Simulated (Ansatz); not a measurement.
A periodic structure is given below.

```xyz
8
Lattice="0.0000 0.0000 -2.6106 -2.3824 -2.3824 -1.3053 -13.7723 13.7723 0.0000" Properties=species:S:1:pos:R:3 pbc="T T T"
Si   -3.9081    1.5257   -1.9579
Si  -11.0554    8.6730   -3.2632
Si   -8.6730    6.2905   -1.9579
Si   -6.2905    3.9081   -3.2632
Si   -3.9081    3.9081   -2.6106
Si  -11.0554   11.0554   -1.3053
Si   -8.6730    8.6730   -2.6106
Si   -6.2905    6.2905   -1.3053
```

> Say what kind of structure these coordinates give.

The element is silicon. The cell holds eight atoms. Counting contacts within bonding distance, the coordination numbers are Si 2 to 4 (mean 3.5).

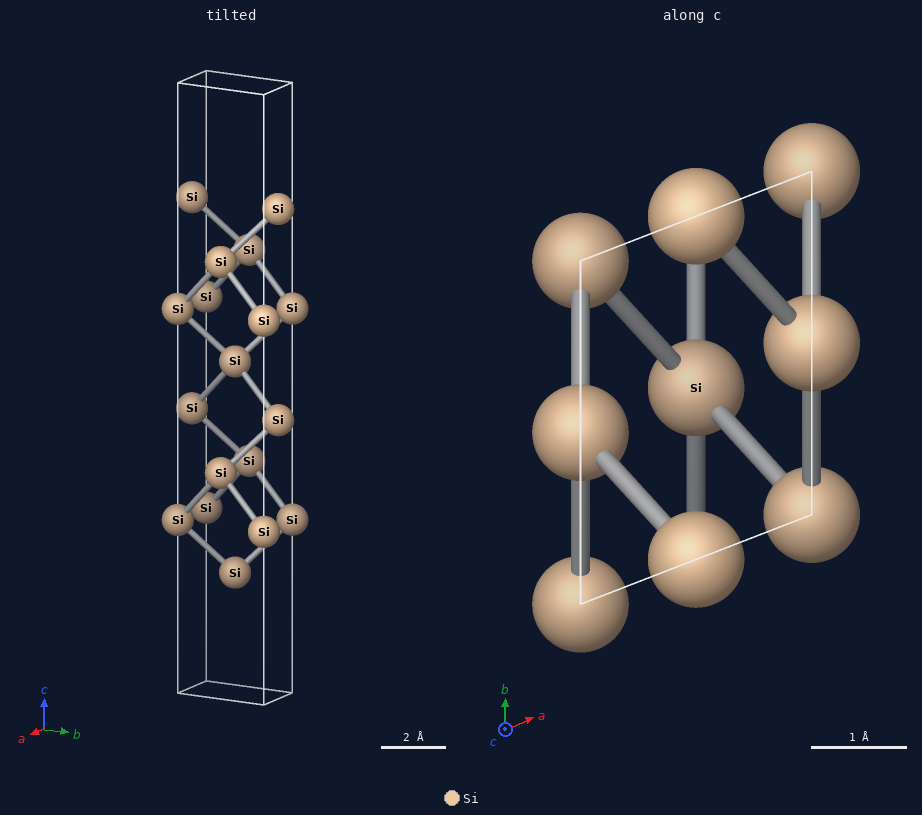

Ball-and-stick model, viewed slightly off an axis and along the c axis. The simulation cell is drawn as a box. Colours: silicon light orange.

The model was built from a structure listed in the Materials Project. The cell was then strained or its atoms displaced on purpose. It was run through Ansatz as a DFT input.
